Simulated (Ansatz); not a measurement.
**Geometry relaxation of Bi (part 1 of 2)**

System: Bi (2 atoms in the cell).
Method: DFT, PBE, dispersion d3bj, plane waves, PAW, no spin polarisation (Ansatz 0.2.0).

The structure derives from an entry of the Crystallography Open Database. Some settings of this run were made unusual or wrong on purpose. Figures and captions count atoms from 1; the log counts them from 0 in places.

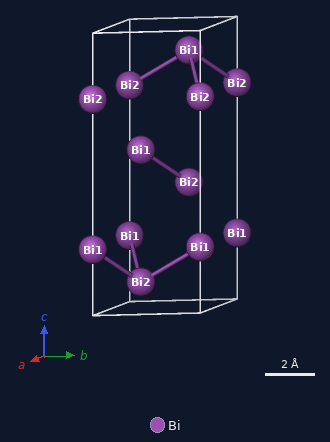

Figure 1. The starting structure (ball-and-stick view of the cell 3 times as large as that of the calculation, set on its symmetry axes, seen slightly off an axis; atoms are numbered from 1 in the order of the input).

Input file:
```yaml
crystal:
  lattice:
    - [2.2729996784, 1.3123169762, 3.954]
    - [-2.2729996784, 1.3123169762, 3.954]
    - [0.0, -2.6246339523, 3.954]
  atoms:
    - { symbol: Bi, position: [0.23389, 0.23389, 0.23389] }
    - { symbol: Bi, position: [0.76611, 0.76611, 0.76611] }
basis:
  ecutwfc: 420
kpoints:
  mp_grid: { grid: [12, 12, 12] }
hamiltonian:
  xc: pbe
  dispersion: d3bj
scf:
  occupations: { method: gaussian, width: 0.1 }
  mixing: { algorithm: anderson, beta: 0.005, ndim: 1 }
  max_iter: 75
output:
  forces: true
  eigenvalues: true
  stress: true
relax:
  adjacent_minimum: "off"
  f_tol: 0.005
  max_steps: 80
  cell: { stress_tol: 0.05 }
```

Hardware: 1 thread of Intel Xeon @ 2.60GHz (Ice Lake), 24 GiB of memory available, shared host.

Command:
```bash
ansatz run input.yaml --threads 1 --pin off --max-ram 2048MiB --backend cpu --events-out ev --progress --plain --runs-dir out
```

Log:
```
The last accepted step is kept in [file] (removed where the run ends without a failure and the disk answers)
Engine: ansatz 0.2.0, x86_64-unknown-linux-gnu
Pseudopotentials: kind: paw
Pseudopotential: Bi, paw, valence charge 15, recommended cutoff 420 eV (normal), Bi.paw.azcp
Functional definition: PBE
  parameter kappa = 0.804
  parameter beta = 0.06672455060314922
  exchange = pbe_x(kappa = kappa, mu = beta*pi^2/3)
  correlation = pbe_c(beta = beta)
Crystal: 2 atoms, lattice volume = 70.766 Å³
Basis set: ecut = 420 eV, 1381 PW (Γ), exchange–correlation on 64×64×64 points (8 copies of the dense FFT grid, shifted against one another)
Bands: 19, of which v1, the nominal top of the filled ones, is band 15 counted from 1 (14 counted from 0)
Symmetry: 12 space group operations
Space group: R-3m (ITA 166), of the structure as read, at distance tolerance 4.1e-5 Å
k-points: 189 of 1728
Non-local potential: Bi, projectors of the file, l = 0: 2, l = 1: 2, l = 2: 2, l = 3: 2
PAW form: soft (Blöchl's): semilocal exchange-correlation on the pseudo side does not see the compensation charge
PAW one-centre angular grid: Bi, 590 points (default); XC on 64 Gauss nodes
Initial density: superposition of atomic densities (neutral atoms: chi_scale 0, normalization atom), corrected by the library's trained network
Initial wavefunctions: pseudopotential atomic-orbital guess
Functional: x = pbe(κ = 0.804, μ = 0.2195149727645171), c = pbe(β = 0.06672455060314922)
SCF iter   1: F=—  HF=-24793.990068 eV  |F-HF|=—  |Δ(HF+E_count)|=         —  Δρ=1.36e-3  dr2=1.35e-3  ethr=1.77e-3  ⟨swp⟩=6.1  Hψ=17522  notcnv=0
preconditioner: auto → Kerker (q_TF=auto, 2.365 Å⁻¹)  [metal: Δε(μ)=0.024 eV  Ē_g=20.324 eV  σ=0.100 eV  W_gap=0.13  n_scr=14 (ndim 1)  ℏωp=24.2 eV  f_vac=0.004  D(μ)=0.22/eV (n_scr^D=0)]
SCF iter   2: F=—  HF=-24793.989321 eV  |F-HF|=—  |Δ(HF+E_count)|=   7.46e-4  Δρ=1.36e-3  dr2=1.34e-3  ethr=4.49e-6  ⟨swp⟩=2.4  Hψ=7682  notcnv=0
SCF iter   3: F=—  HF=-24793.989322 eV  |F-HF|=—  |Δ(HF+E_count)|=   8.65e-7  Δρ=1.36e-3  dr2=1.32e-3  ethr=4.46e-6  ⟨swp⟩=1.0  Hψ=3591  notcnv=0
SCF iter   4: F=—  HF=-24793.989320 eV  |F-HF|=—  |Δ(HF+E_count)|=   2.06e-6  Δρ=1.35e-3  dr2=1.31e-3  ethr=4.41e-6  ⟨swp⟩=1.0  Hψ=3591  notcnv=0
SCF iter   5: F=—  HF=-24793.989319 eV  |F-HF|=—  |Δ(HF+E_count)|=   1.46e-6  Δρ=1.34e-3  dr2=1.30e-3  ethr=4.37e-6  ⟨swp⟩=1.0  Hψ=3591  notcnv=0
SCF iter   6: F=—  HF=-24793.989317 eV  |F-HF|=—  |Δ(HF+E_count)|=   1.22e-6  Δρ=1.34e-3  dr2=1.29e-3  ethr=4.33e-6  ⟨swp⟩=1.0  Hψ=3591  notcnv=0
SCF iter   7: F=—  HF=-24793.989317 eV  |F-HF|=—  |Δ(HF+E_count)|=   8.46e-7  Δρ=1.33e-3  dr2=1.28e-3  ethr=4.29e-6  ⟨swp⟩=1.0  Hψ=3591  notcnv=0
SCF iter   8: F=—  HF=-24793.989315 eV  |F-HF|=—  |Δ(HF+E_count)|=   1.77e-6  Δρ=1.33e-3  dr2=1.26e-3  ethr=4.25e-6  ⟨swp⟩=1.0  Hψ=3591  notcnv=0
SCF iter   9: F=—  HF=-24793.989313 eV  |F-HF|=—  |Δ(HF+E_count)|=   1.24e-6  Δρ=1.32e-3  dr2=1.25e-3  ethr=4.21e-6  ⟨swp⟩=1.0  Hψ=3591  notcnv=0
SCF iter  10: F=—  HF=-24793.989313 eV  |F-HF|=—  |Δ(HF+E_count)|=   6.45e-7  Δρ=1.31e-3  dr2=1.24e-3  ethr=4.17e-6  ⟨swp⟩=1.0  Hψ=3591  notcnv=0
SCF iter  11: F=—  HF=-24793.989311 eV  |F-HF|=—  |Δ(HF+E_count)|=   1.71e-6  Δρ=1.31e-3  dr2=1.23e-3  ethr=4.14e-6  ⟨swp⟩=1.0  Hψ=3591  notcnv=0
SCF iter  12: F=—  HF=-24793.989309 eV  |F-HF|=—  |Δ(HF+E_count)|=   1.71e-6  Δρ=1.30e-3  dr2=1.22e-3  ethr=4.10e-6  ⟨swp⟩=1.0  Hψ=3591  notcnv=0
SCF iter  13: F=—  HF=-24793.989309 eV  |F-HF|=—  |Δ(HF+E_count)|=   8.06e-7  Δρ=1.30e-3  dr2=1.21e-3  ethr=4.06e-6  ⟨swp⟩=1.0  Hψ=3591  notcnv=0
SCF iter  14: F=—  HF=-24793.989307 eV  |F-HF|=—  |Δ(HF+E_count)|=   1.21e-6  Δρ=1.29e-3  dr2=1.20e-3  ethr=4.02e-6  ⟨swp⟩=1.0  Hψ=3591  notcnv=0
SCF iter  15: F=—  HF=-24793.989306 eV  |F-HF|=—  |Δ(HF+E_count)|=   1.73e-6  Δρ=1.29e-3  dr2=1.18e-3  ethr=3.99e-6  ⟨swp⟩=1.0  Hψ=3591  notcnv=0
SCF iter  16: F=—  HF=-24793.989305 eV  |F-HF|=—  |Δ(HF+E_count)|=   9.57e-7  Δρ=1.28e-3  dr2=1.17e-3  ethr=3.95e-6  ⟨swp⟩=1.0  Hψ=3591  notcnv=0
SCF iter  17: F=—  HF=-24793.989304 eV  |F-HF|=—  |Δ(HF+E_count)|=   1.20e-6  Δρ=1.28e-3  dr2=1.16e-3  ethr=3.91e-6  ⟨swp⟩=1.0  Hψ=3591  notcnv=0
SCF iter  18: F=—  HF=-24793.989302 eV  |F-HF|=—  |Δ(HF+E_count)|=   1.30e-6  Δρ=1.27e-3  dr2=1.15e-3  ethr=3.88e-6  ⟨swp⟩=1.0  Hψ=3591  notcnv=0
SCF iter  19: F=—  HF=-24793.989301 eV  |F-HF|=—  |Δ(HF+E_count)|=   1.04e-6  Δρ=1.26e-3  dr2=1.14e-3  ethr=3.84e-6  ⟨swp⟩=1.0  Hψ=3591  notcnv=0
SCF iter  20: F=—  HF=-24793.989301 eV  |F-HF|=—  |Δ(HF+E_count)|=   6.64e-7  Δρ=1.26e-3  dr2=1.13e-3  ethr=3.81e-6  ⟨swp⟩=1.0  Hψ=3591  notcnv=0
SCF iter  21: F=—  HF=-24793.989300 eV  |F-HF|=—  |Δ(HF+E_count)|=   1.02e-6  Δρ=1.25e-3  dr2=1.12e-3  ethr=3.77e-6  ⟨swp⟩=1.0  Hψ=3591  notcnv=0
SCF iter  22: F=—  HF=-24793.989298 eV  |F-HF|=—  |Δ(HF+E_count)|=   1.02e-6  Δρ=1.25e-3  dr2=1.11e-3  ethr=3.74e-6  ⟨swp⟩=1.0  Hψ=3591  notcnv=0
SCF iter  23: F=—  HF=-24793.989296 eV  |F-HF|=—  |Δ(HF+E_count)|=   2.29e-6  Δρ=1.24e-3  dr2=1.10e-3  ethr=3.70e-6  ⟨swp⟩=1.0  Hψ=3591  notcnv=0
SCF iter  24: F=—  HF=-24793.989295 eV  |F-HF|=—  |Δ(HF+E_count)|=   1.34e-6  Δρ=1.24e-3  dr2=1.09e-3  ethr=3.67e-6  ⟨swp⟩=1.0  Hψ=3591  notcnv=0
SCF iter  25: F=—  HF=-24793.989294 eV  |F-HF|=—  |Δ(HF+E_count)|=   8.15e-7  Δρ=1.23e-3  dr2=1.08e-3  ethr=3.63e-6  ⟨swp⟩=1.0  Hψ=3591  notcnv=0
SCF iter  26: F=—  HF=-24793.989293 eV  |F-HF|=—  |Δ(HF+E_count)|=   1.33e-6  Δρ=1.23e-3  dr2=1.07e-3  ethr=3.60e-6  ⟨swp⟩=1.0  Hψ=3591  notcnv=0
SCF iter  27: F=—  HF=-24793.989291 eV  |F-HF|=—  |Δ(HF+E_count)|=   1.82e-6  Δρ=1.22e-3  dr2=1.06e-3  ethr=3.57e-6  ⟨swp⟩=1.0  Hψ=3591  notcnv=0
SCF iter  28: F=—  HF=-24793.989332 eV  |F-HF|=—  |Δ(HF+E_count)|=   4.16e-5  Δρ=1.22e-3  dr2=1.05e-3  ethr=3.54e-6  ⟨swp⟩=1.0  Hψ=3591  notcnv=0
SCF iter  29: F=—  HF=-24793.989332 eV  |F-HF|=—  |Δ(HF+E_count)|=   1.25e-9  Δρ=1.21e-3  dr2=1.04e-3  ethr=3.50e-6  ⟨swp⟩=1.0  Hψ=3591  notcnv=0
SCF iter  30: F=—  HF=-24793.989331 eV  |F-HF|=—  |Δ(HF+E_count)|=   1.69e-6  Δρ=1.21e-3  dr2=1.03e-3  ethr=3.47e-6  ⟨swp⟩=1.0  Hψ=3591  notcnv=0
SCF iter  31: F=—  HF=-24793.989329 eV  |F-HF|=—  |Δ(HF+E_count)|=   1.73e-6  Δρ=1.20e-3  dr2=1.02e-3  ethr=3.33e-6  ⟨swp⟩=1.0  Hψ=7938  notcnv=0
Mixer restart at iter 31: flushing history
iteration 31: the SCF's residuals had fallen too slowly under its mixing. It goes on by minimising its free energy, and can end on another state than longer mixing would; under `scf.algorithm: density_mixing` no SCF does so, but by `scf.convergence.dm_fallback`
SCF iter  32: F=—  HF=-24793.989596 eV  |F-HF|=—  |Δ(HF+E_count)|=   2.67e-4  Δρ=6.79e-4  dr2=4.22e-4  ethr=3.33e-6  ⟨swp⟩=3.9  Hψ=31672  notcnv=0
SCF iter  33: F=—  HF=-24793.989449 eV  |F-HF|=—  |Δ(HF+E_count)|=   1.47e-4  Δρ=1.25e-4  dr2=2.31e-5  ethr=1.41e-6  ⟨swp⟩=3.0  Hψ=14054  notcnv=0
SCF iter  34: F=—  HF=-24793.989442 eV  |F-HF|=—  |Δ(HF+E_count)|=   7.07e-6  Δρ=1.45e-5  dr2=1.41e-7  ethr=7.69e-8  ⟨swp⟩=2.6  Hψ=11126  notcnv=0
SCF iter  35: F=-24793.989441 eV  HF=-24793.989441 eV  |F-HF|=1.55e-9  |Δ(HF+E_count)|=   6.86e-8  Δρ=1.76e-6  dr2=1.74e-9  ethr=3.33e-10  ⟨swp⟩=3.0  Hψ=14594  notcnv=0
SCF iter  36: F=-24793.989441 eV  HF=-24793.989441 eV  |F-HF|=1.56e-9  |Δ(HF+E_count)|=  3.64e-12  Δρ=1.77e-6  dr2=1.75e-9  ethr=5.80e-12  ⟨swp⟩=2.0  Hψ=14612  notcnv=0
SCF 1 converged in 36 iterations: F = -24793.989441 eV  dr2 = 1.75e-9
  greatest PAW one-centre occupation: 0.987 electrons in one spin orbital (limit 2), on the Bi atom at site 1 (counted from 0), in its partial waves of l = 2
relax step   1: F+E_penalty+E_count = -24793.98944149 eV  Δ(F+E_penalty+E_count) = +0.000e0 eV  max|allowed force component| = 1.894e-1 eV/Å  Δτ_max = 0.0000 Å  P = -0.318 GPa  Ω = 70.766 Å³  (36 SCF iters, dr2 threshold 1.00e-7 eV, accepted)
Crystal: 2 atoms, lattice volume = 69.729 Å³
Basis set: ecut = 420 eV, 1345 PW (Γ), exchange–correlation on 64×64×64 points (8 copies of the dense FFT grid, shifted against one another)
Initial density: handed on by an earlier stage of this run
Initial wavefunctions: those handed on with the density
iter 1 solved again at ethr=2.23e-6 eV; its pass at ethr=3.10e-3 eV (dr2=6.69e-4 eV) is discarded
SCF iter   1: F=—  HF=-24793.996084 eV  |F-HF|=—  |Δ(HF+E_count)|=         —  Δρ=1.14e-3  dr2=7.07e-4  ethr=2.23e-6  ⟨swp⟩=3.3  Hψ=25402  notcnv=0
preconditioner: auto → Kerker (q_TF=auto, 2.371 Å⁻¹)  [metal: Δε(μ)=0.069 eV  Ē_g=20.340 eV  σ=0.100 eV  W_gap=0.37  n_scr=14 (ndim 1)  ℏωp=24.4 eV  f_vac=0.001  D(μ)=0.27/eV (n_scr^D=0)]
SCF iter   2: F=—  HF=-24793.996081 eV  |F-HF|=—  |Δ(HF+E_count)|=   2.26e-6  Δρ=1.13e-3  dr2=7.01e-4  ethr=2.23e-6  ⟨swp⟩=1.0  Hψ=3591  notcnv=0
SCF iter   3: F=—  HF=-24793.996081 eV  |F-HF|=—  |Δ(HF+E_count)|=   7.28e-7  Δρ=1.13e-3  dr2=6.96e-4  ethr=2.23e-6  ⟨swp⟩=1.0  Hψ=3591  notcnv=0
SCF iter   4: F=—  HF=-24793.996080 eV  |F-HF|=—  |Δ(HF+E_count)|=   3.39e-7  Δρ=1.13e-3  dr2=6.90e-4  ethr=2.23e-6  ⟨swp⟩=1.0  Hψ=3591  notcnv=0
SCF iter   5: F=—  HF=-24793.996080 eV  |F-HF|=—  |Δ(HF+E_count)|=   4.19e-7  Δρ=1.12e-3  dr2=6.85e-4  ethr=2.23e-6  ⟨swp⟩=1.0  Hψ=3591  notcnv=0
SCF iter   6: F=—  HF=-24793.996079 eV  |F-HF|=—  |Δ(HF+E_count)|=   1.29e-6  Δρ=1.12e-3  dr2=6.79e-4  ethr=2.23e-6  ⟨swp⟩=1.0  Hψ=3591  notcnv=0
SCF iter   7: F=—  HF=-24793.996078 eV  |F-HF|=—  |Δ(HF+E_count)|=   7.36e-7  Δρ=1.11e-3  dr2=6.74e-4  ethr=2.23e-6  ⟨swp⟩=1.0  Hψ=3591  notcnv=0
SCF iter   8: F=—  HF=-24793.996076 eV  |F-HF|=—  |Δ(HF+E_count)|=   1.45e-6  Δρ=1.11e-3  dr2=6.69e-4  ethr=2.23e-6  ⟨swp⟩=1.0  Hψ=3591  notcnv=0
SCF iter   9: F=—  HF=-24793.996075 eV  |F-HF|=—  |Δ(HF+E_count)|=   1.39e-6  Δρ=1.10e-3  dr2=6.64e-4  ethr=2.23e-6  ⟨swp⟩=1.0  Hψ=3591  notcnv=0
SCF iter  10: F=—  HF=-24793.996074 eV  |F-HF|=—  |Δ(HF+E_count)|=   1.25e-6  Δρ=1.10e-3  dr2=6.58e-4  ethr=2.21e-6  ⟨swp⟩=1.0  Hψ=3591  notcnv=0
SCF iter  11: F=—  HF=-24793.996073 eV  |F-HF|=—  |Δ(HF+E_count)|=   5.99e-7  Δρ=1.09e-3  dr2=6.53e-4  ethr=2.19e-6  ⟨swp⟩=1.0  Hψ=3591  notcnv=0
SCF iter  12: F=—  HF=-24793.996072 eV  |F-HF|=—  |Δ(HF+E_count)|=   9.57e-7  Δρ=1.09e-3  dr2=6.48e-4  ethr=2.18e-6  ⟨swp⟩=1.0  Hψ=3591  notcnv=0
SCF iter  13: F=—  HF=-24793.996071 eV  |F-HF|=—  |Δ(HF+E_count)|=   9.26e-7  Δρ=1.09e-3  dr2=6.43e-4  ethr=2.16e-6  ⟨swp⟩=1.0  Hψ=3591  notcnv=0
SCF iter  14: F=—  HF=-24793.996071 eV  |F-HF|=—  |Δ(HF+E_count)|=   6.83e-7  Δρ=1.08e-3  dr2=6.38e-4  ethr=2.14e-6  ⟨swp⟩=1.0  Hψ=3591  notcnv=0
SCF iter  15: F=—  HF=-24793.996070 eV  |F-HF|=—  |Δ(HF+E_count)|=   2.57e-7  Δρ=1.08e-3  dr2=6.33e-4  ethr=2.13e-6  ⟨swp⟩=1.0  Hψ=3591  notcnv=0
SCF iter  16: F=—  HF=-24793.996069 eV  |F-HF|=—  |Δ(HF+E_count)|=   1.48e-6  Δρ=1.07e-3  dr2=6.28e-4  ethr=2.11e-6  ⟨swp⟩=1.0  Hψ=3591  notcnv=0
SCF iter  17: F=—  HF=-24793.996068 eV  |F-HF|=—  |Δ(HF+E_count)|=   1.07e-6  Δρ=1.07e-3  dr2=6.23e-4  ethr=2.09e-6  ⟨swp⟩=1.0  Hψ=3591  notcnv=0
SCF iter  18: F=—  HF=-24793.996067 eV  |F-HF|=—  |Δ(HF+E_count)|=   4.57e-7  Δρ=1.06e-3  dr2=6.18e-4  ethr=2.08e-6  ⟨swp⟩=1.0  Hψ=3591  notcnv=0
SCF iter  19: F=—  HF=-24793.996067 eV  |F-HF|=—  |Δ(HF+E_count)|=   8.34e-7  Δρ=1.06e-3  dr2=6.13e-4  ethr=2.06e-6  ⟨swp⟩=1.0  Hψ=3591  notcnv=0
SCF iter  20: F=—  HF=-24793.996064 eV  |F-HF|=—  |Δ(HF+E_count)|=   2.67e-6  Δρ=1.06e-3  dr2=6.08e-4  ethr=2.04e-6  ⟨swp⟩=1.0  Hψ=3591  notcnv=0
SCF iter  21: F=—  HF=-24793.996065 eV  |F-HF|=—  |Δ(HF+E_count)|=   9.23e-7  Δρ=1.05e-3  dr2=6.03e-4  ethr=2.03e-6  ⟨swp⟩=1.0  Hψ=3591  notcnv=0
SCF iter  22: F=—  HF=-24793.996064 eV  |F-HF|=—  |Δ(HF+E_count)|=   3.08e-7  Δρ=1.05e-3  dr2=5.99e-4  ethr=2.01e-6  ⟨swp⟩=1.0  Hψ=3591  notcnv=0
SCF iter  23: F=—  HF=-24793.996064 eV  |F-HF|=—  |Δ(HF+E_count)|=   4.71e-7  Δρ=1.04e-3  dr2=5.94e-4  ethr=2.00e-6  ⟨swp⟩=1.0  Hψ=3591  notcnv=0
SCF iter  24: F=—  HF=-24793.996064 eV  |F-HF|=—  |Δ(HF+E_count)|=   4.90e-7  Δρ=1.04e-3  dr2=5.89e-4  ethr=1.98e-6  ⟨swp⟩=1.0  Hψ=3591  notcnv=0
SCF iter  25: F=—  HF=-24793.996063 eV  |F-HF|=—  |Δ(HF+E_count)|=   4.07e-7  Δρ=1.03e-3  dr2=5.85e-4  ethr=1.96e-6  ⟨swp⟩=1.0  Hψ=3591  notcnv=0
SCF iter  26: F=—  HF=-24793.996062 eV  |F-HF|=—  |Δ(HF+E_count)|=   1.23e-6  Δρ=1.03e-3  dr2=5.80e-4  ethr=1.95e-6  ⟨swp⟩=1.0  Hψ=3591  notcnv=0
SCF iter  27: F=—  HF=-24793.996061 eV  |F-HF|=—  |Δ(HF+E_count)|=   9.58e-7  Δρ=1.03e-3  dr2=5.76e-4  ethr=1.93e-6  ⟨swp⟩=1.0  Hψ=3591  notcnv=0
SCF iter  28: F=—  HF=-24793.996061 eV  |F-HF|=—  |Δ(HF+E_count)|=   6.22e-8  Δρ=1.02e-3  dr2=5.71e-4  ethr=1.92e-6  ⟨swp⟩=1.0  Hψ=3591  notcnv=0
SCF iter  29: F=—  HF=-24793.996060 eV  |F-HF|=—  |Δ(HF+E_count)|=   8.97e-7  Δρ=1.02e-3  dr2=5.67e-4  ethr=1.90e-6  ⟨swp⟩=1.0  Hψ=3591  notcnv=0
SCF iter  30: F=—  HF=-24793.996059 eV  |F-HF|=—  |Δ(HF+E_count)|=   1.02e-6  Δρ=1.01e-3  dr2=5.62e-4  ethr=1.89e-6  ⟨swp⟩=1.0  Hψ=3591  notcnv=0
SCF iter  31: F=—  HF=-24793.996063 eV  |F-HF|=—  |Δ(HF+E_count)|=   3.98e-6  Δρ=1.01e-3  dr2=5.58e-4  ethr=1.87e-6  ⟨swp⟩=1.0  Hψ=7938  notcnv=0
Mixer restart at iter 31: flushing history
iteration 31: the SCF's residuals had fallen too slowly under its mixing. It goes on by minimising its free energy, and can end on another state than longer mixing would; under `scf.algorithm: density_mixing` no SCF does so, but by `scf.convergence.dm_fallback`
SCF iter  32: F=—  HF=-24793.996055 eV  |F-HF|=—  |Δ(HF+E_count)|=   7.52e-6  Δρ=3.85e-4  dr2=1.35e-4  ethr=1.86e-6  ⟨swp⟩=3.1  Hψ=28913  notcnv=0
SCF iter  33: F=—  HF=-24793.996004 eV  |F-HF|=—  |Δ(HF+E_count)|=   5.11e-5  Δρ=7.74e-5  dr2=8.60e-6  ethr=4.50e-7  ⟨swp⟩=3.0  Hψ=14100  notcnv=0
SCF iter  34: F=—  HF=-24793.996001 eV  |F-HF|=—  |Δ(HF+E_count)|=   2.82e-6  Δρ=1.30e-5  dr2=1.50e-7  ethr=6.67e-10  ⟨swp⟩=5.3  Hψ=18212  notcnv=0
SCF iter  35: F=-24793.996001 eV  HF=-24793.996001 eV  |F-HF|=9.97e-10  |Δ(HF+E_count)|=   7.00e-8  Δρ=1.42e-6  dr2=1.10e-9  ethr=5.00e-10  ⟨swp⟩=3.0  Hψ=14173  notcnv=0
SCF iter  36: F=-24793.996001 eV  HF=-24793.996001 eV  |F-HF|=9.97e-10  |Δ(HF+E_count)|=  3.64e-12  Δρ=1.43e-6  dr2=1.11e-9  ethr=3.68e-12  ⟨swp⟩=2.0  Hψ=14084  notcnv=0
SCF 2 converged in 36 iterations: F = -24793.996001 eV  dr2 = 1.11e-9
relax step   2: F+E_penalty+E_count = -24793.99600143 eV  Δ(F+E_penalty+E_count) = -6.560e-3 eV  max|allowed force component| = 4.970e-2 eV/Å  Δτ_max = 0.0357 Å  P = -0.283 GPa  Ω = 69.729 Å³  energy of the carried Pulay correction = +1.913e-4 eV  (36 SCF iters, dr2 threshold 2.00e-7 eV, accepted)
[... from here on the SCF iterations and repeated set-up lines of each step are left out, up to the last step ...]
SCF 3 converged in 34 iterations: F = -24793.997561 eV  dr2 = 5.10e-8
relax step   3: F+E_penalty+E_count = -24793.99756149 eV  Δ(F+E_penalty+E_count) = -1.560e-3 eV  max|allowed force component| = 1.344e-2 eV/Å  Δτ_max = 0.0028 Å  P = +0.081 GPa  Ω = 69.246 Å³  energy of the carried Pulay correction = +2.813e-4 eV  (34 SCF iters, dr2 threshold 2.00e-7 eV, accepted)
SCF 4 converged in 35 iterations: F = -24793.998167 eV  dr2 = 5.21e-10
relax step   4: F+E_penalty+E_count = -24793.99816666 eV  Δ(F+E_penalty+E_count) = -6.052e-4 eV  max|allowed force component| = 1.724e-2 eV/Å  Δτ_max = 0.0016 Å  P = +0.026 GPa  Ω = 69.228 Å³  energy of the carried Pulay correction = +2.846e-4 eV  (35 SCF iters, dr2 threshold 9.32e-8 eV, accepted)
SCF 5 converged in 35 iterations: F = -24793.998265 eV  dr2 = 7.58e-10
```
